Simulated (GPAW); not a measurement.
# NbSi: what the fields show

The calculation's input:

```
from ase import Atoms
from ase.dft.bandgap import bandgap
from ase.io import write
from ase.units import Bohr, GPa
from gpaw import GPAW, PW
from gpaw.elf import elf_from_dft_calculation

atoms = Atoms(['Nb', 'Si'],
              cell=[[0.0, 2.57383, 2.57383],
                    [2.57383, 0.0, 2.57383],
                    [2.57383, 2.57383, 0.0]],
              scaled_positions=[[0.0, 0.0, 0.0],
                                [0.5, 0.5, 0.5]],
              pbc=True)

calc = GPAW(mode=PW(600),
            xc='PBE',
            kpts={'size': (9, 9, 9), 'gamma': True},
            occupations={'name': 'fermi-dirac', 'width': 0.05},
            nbands=19,
            convergence={'density': 1e-05, 'energy': 1e-05},
            maxiter=150,
            txt='gpaw.txt')
atoms.calc = calc
energy = atoms.get_potential_energy()
forces = atoms.get_forces()
stress = atoms.get_stress()
calc.write('gs.gpw')
write('result.traj', atoms)
print(f'Energy: {energy:.6f} eV')
print('Forces (eV/A):')
print(forces.round(4))
print('Stress (GPa):', (stress / GPa).round(3))
print('Fermi level:', round(calc.get_fermi_level(), 4), 'eV')
print(f'Gap: {bandgap(calc)[0]:.4f} eV, direct: {bandgap(calc, direct=True)[0]:.4f} eV')

# fields on the real-space grid
write('density.cube', atoms, data=calc.get_pseudo_density() * Bohr**3)
write('potential.cube', atoms, data=calc.get_electrostatic_potential())
write('elf.cube', atoms, data=elf_from_dft_calculation(calc).data)
```

Launched as:

```sh
OMP_NUM_THREADS=1 python run.py
```

Below, planes, directions and counts refer to the conventional cell (a = 5.15 Å, b = 5.15 Å, c = 5.15 Å, α = 90.00°, β = 90.00°, γ = 90.00°).

Space group Fm-3m; a generated structure, not necessarily the stable one.

Method: GPAW 26.7.0, Kohn-Sham DFT of a periodic cell, PBE, GPAW PAW data sets (gpaw-data 1.2.1).

In a PAW calculation such maps are meaningful between the atoms, not at the nuclei.

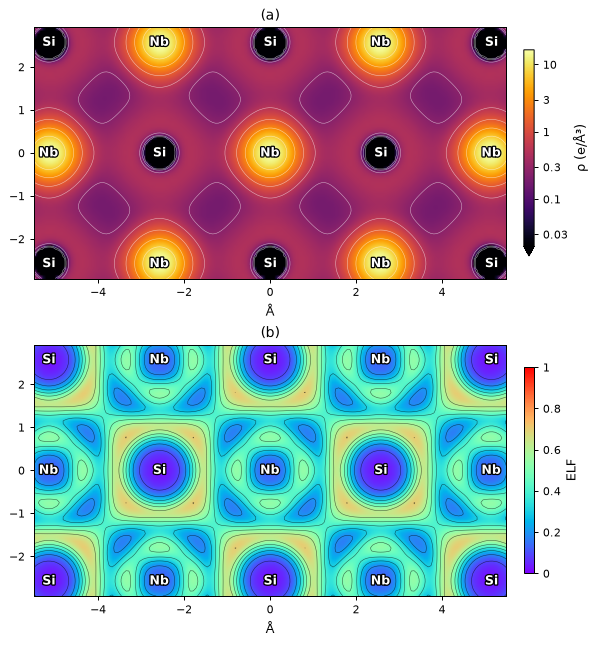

Figure 1. (a) valence charge density (pseudo); (b) electron localisation function on the (010) plane of the conventional cell.

Describe what can be read from this map.

Answer. The plane passes through Nb and Si nuclei.
Nb–Si (2.57 Å): ρ at the midpoint is about 0.4 e/Å³; the ELF peaks at about 0.65 in the valence shell of Si, 1.0 Å from its nucleus, and is about 0.40 at the midpoint.
Between the atoms the lowest density in this plane is 0.18 e/Å³.

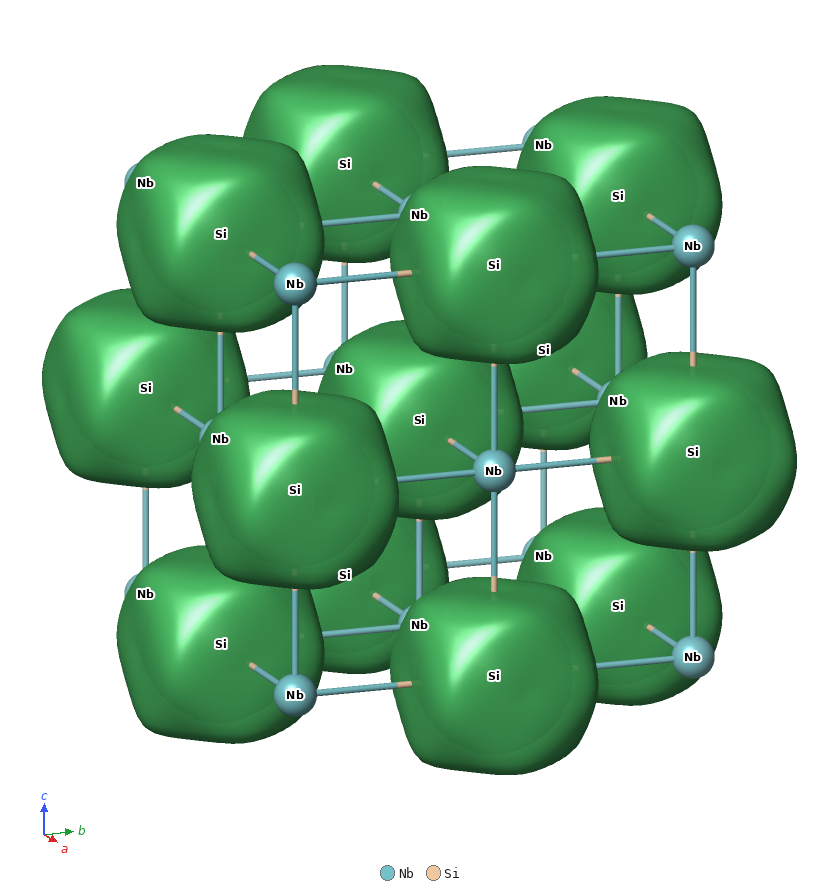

Figure 2. Isosurface of the electron localisation function at 0.6 (green), seen slightly off an axis. Only the valence region is drawn (cores and ρ < 0.01 e/Å³ removed). Sticks mark near contacts.

Where are the electrons localised?

Answer. At this value the surface marks out four regions wrapped around Si (the valence shell of each), counted in one cell of 8 atoms. Any copies at cell faces, edges or corners count once.
